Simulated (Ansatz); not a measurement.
Consider Al3Cu2.

The calculation's input:

```
crystal:
  lattice:
    - [4.0985856014, 0.0, 0.0]
    - [-2.0492928007, 3.7092058167, 0.0]
    - [0.0, 0.0, 4.9821008425]
  atoms:
    - { symbol: Al, position: [0.0, 0.0, 0.0] }
    - { symbol: Al, position: [0.3333333333, 0.6666666667, 0.3515059809] }
    - { symbol: Al, position: [0.6666666667, 0.3333333333, 0.6484940191] }
    - { symbol: Cu, position: [0.3333333333, 0.6666666667, 0.8422899817] }
    - { symbol: Cu, position: [0.6666666667, 0.3333333333, 0.1577100183] }
basis:
  ecutwfc: 420
kpoints:
  mp_grid: { grid: [12, 12, 10] }
hamiltonian:
  xc: pbesol
scf:
  occupations: { method: gaussian, width: 0.15 }
output:
  forces: true
  stress: true
  eigenvalues: true
  write_density: true
  write_potential: true
  elf: true
  volumetric_format: npy
```

Command:

```sh
ansatz run input.yaml --threads 1 --pin off --max-ram 2560MiB --backend cpu --events-out ev --progress --plain --runs-dir out
```

Below, planes, directions and counts refer to the conventional cell (a = 7.42 Å, b = 4.10 Å, c = 4.98 Å, α = 90.00°, β = 90.00°, γ = 90.00°).

Space group C2/m; a structure from a database of computed crystals, not necessarily the ambient phase; changed on purpose from its base cell (strain +0.0450 x Voigt [0, 1, 0, 0, 0, 0], atoms carried along); computed pressure about −4 GPa in this cell; computed without spin polarisation.

Theory: DFT PBEsol, scalar-relativistic, plane waves, PAW (Ansatz 0.2.0).

Q: What can the converged valence pseudo-density and electron localisation function tell about the bonding?

A: Al–Cu (2.45 Å): the density is about 0.34 e/Å³ at the midpoint; the ELF peaks at about 0.70 between the atoms.
Al–Cu (2.54 Å): the density is about 0.26 e/Å³ at the midpoint; the ELF is about 0.40 at the midpoint.
Al–Cu (2.59 Å): ρ at the midpoint is about 0.26 e/Å³; the ELF is about 0.45 at the midpoint.
Al–Cu (2.65 Å): ρ at the midpoint is about 0.25 e/Å³; the ELF peaks at about 0.65 between the atoms.

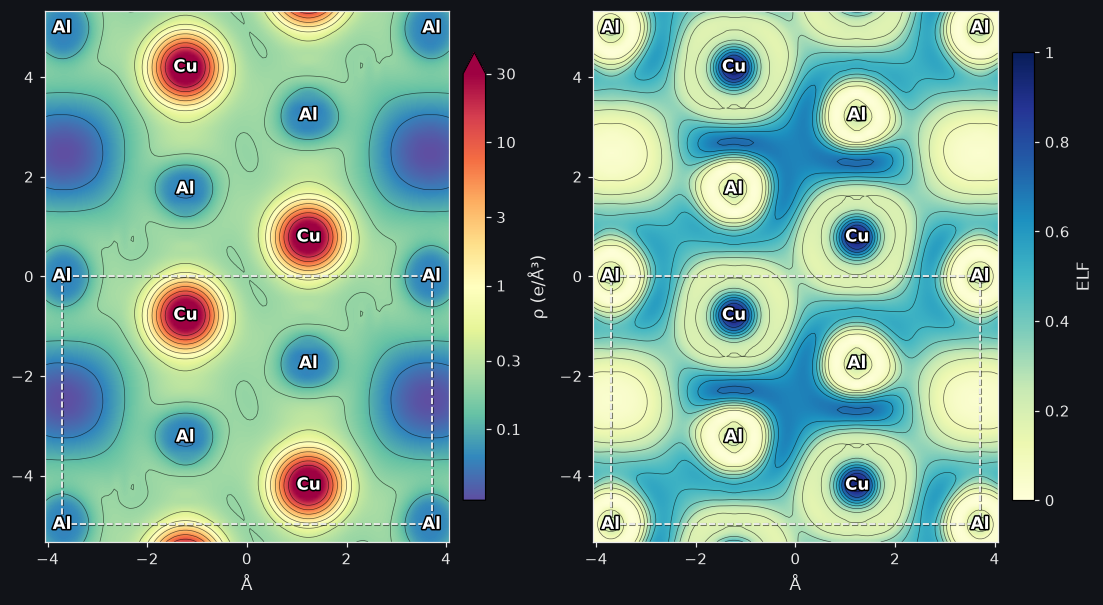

Computed valence pseudo-density and electron localisation function on the (010) plane of the conventional cell, in this order. 
